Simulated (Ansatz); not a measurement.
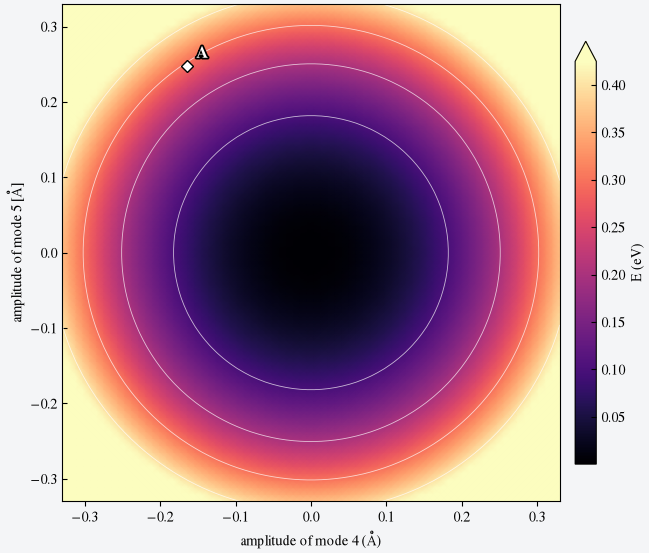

Ge (P6_3/mmc, No. 194; 8 atoms in the cell). The energy is mapped over two normal modes frozen in (zone-centre modes of the 8-atom cell of this scan, which folds in the wave vector (0, 1/2, 0) of the primitive cell). First axis: amplitude of mode 4 (51 cm⁻¹), largest displacement. Second axis: amplitude of mode 5 (51 cm⁻¹), largest displacement. Nothing is relaxed (the cell and all other modes fixed). Grid: 9 × 9 points; 25 points were computed and 56 follow by symmetry. Points are written as (first, second). Energies: eV per cell, counted from the lowest grid point. The lowest point has no gap; 48 points of the grid have one on the k-mesh. Level of theory: Ansatz 0.2.0, DFT PBEsol, scalar-relativistic, plane waves, PAW. Settings: cutoff 420 eV, k-mesh 10×6×6 in the order of the run's cell vectors, gaussian smearing 0.15 eV, no spin polarisation.

Drawn: a smooth colour map with a few white contour lines, one colour for all values above the top of the scale, the point A. Between grid points the surface is interpolated.

Is A at rest? If not, where is it pushed?

A, at (−0.165 Å, 0.247 Å), is not a stationary point. The computed force is 1.2 eV for each Å towards larger values of the first coordinate and 1.8 eV for each Å towards smaller values of the second coordinate.

PAW datasets: the set soft_1.
